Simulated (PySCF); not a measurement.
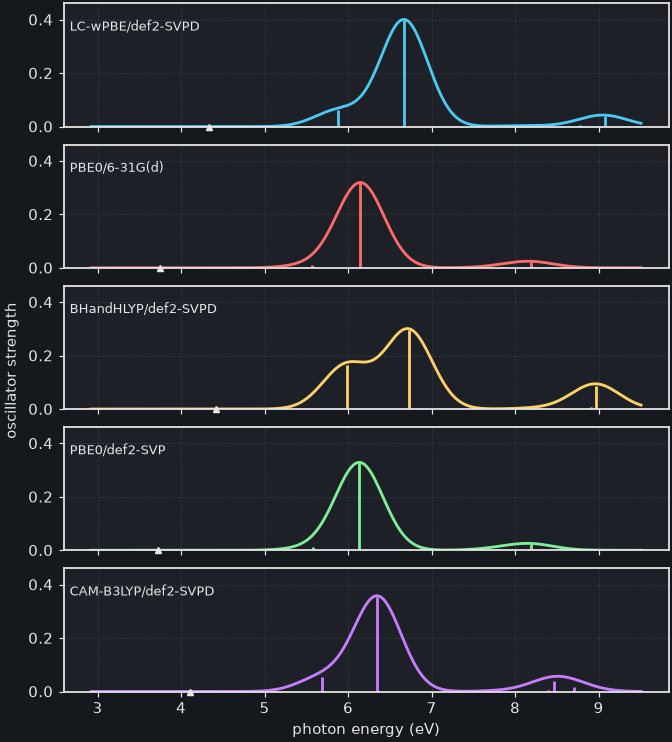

Vertical TDDFT spectra of C₄H₂O₃ (maleic anhydride), SMILES O=C1C=CC(=O)O1 at one geometry and several levels (PySCF 2.14.0, at a PBE0-D3(BJ)/def2-SVP geometry (no frequency check)); sticks with Gaussians of 1/e half-width 0.40 eV, the triangle marks S1, which has the same leading orbital pair at all these levels. Only the lowest states were computed, so the high end is incomplete. States within 0.01 eV of each other are merged, with their strengths summed.

### Order the levels by their S1 energy.

From lowest to highest: PBE0/def2-SVP 3.72 eV, PBE0/6-31G(d) 3.75 eV, CAM-B3LYP/def2-SVPD 4.11 eV, LC-wPBE/def2-SVPD 4.34 eV, BHandHLYP/def2-SVPD 4.42 eV; a spread of 0.70 eV.

Limits of at least one run: 6-31G(d) has no diffuse functions, so states with Rydberg character are missing or too high; core orbitals are frozen in the response; def2-SVP has no diffuse functions, so states with Rydberg character are missing or too high; states above the negative HOMO energy depend on the basis.
